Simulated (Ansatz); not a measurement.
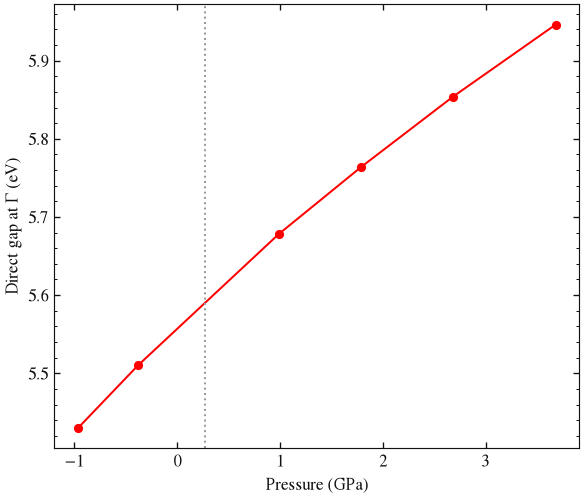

Direct gap at Γ. One run is left out (dotted line).

System: fluorite-type SrCl2, space group Fm-3m (No. 225), 3 atoms in the primitive cell. The cell is scaled uniformly. Computed with Ansatz 0.2.0: PBE, Ansatz PAW, no spin polarisation, no spin-orbit coupling, 7×7×7 k mesh, 420 eV cutoff.

| pressure | Γ (eV) | volume (Å³/atom) |
| --- | --- | --- |
| −1.0 GPa | 5.43 | 30.00 |
| −0.4 GPa | 5.51 | 29.43 |
| 1.0 GPa | 5.68 | 28.30 |
| 1.8 GPa | 5.76 | 27.73 |
| 2.7 GPa | 5.85 | 27.17 |
| 3.7 GPa | 5.95 | 26.60 |

Fill in the row for 0.3 GPa.

Answer. A fit through the other points gives 5.59 eV at Γ (a parabola). The run itself gives 5.59 eV, within 0.01 eV of the estimate.

What is the pressure coefficient?

Answer. A straight line through the points has a slope of +111 at Γ (meV per GPa).

The smallest gap on the k mesh is 5.15, 5.22, 5.30, 5.38, 5.46, 5.54 and 5.58 eV in turn; it lies up to 0.37 eV under the lowest value plotted. LDA, GGA and most meta-GGA functionals understate gaps.
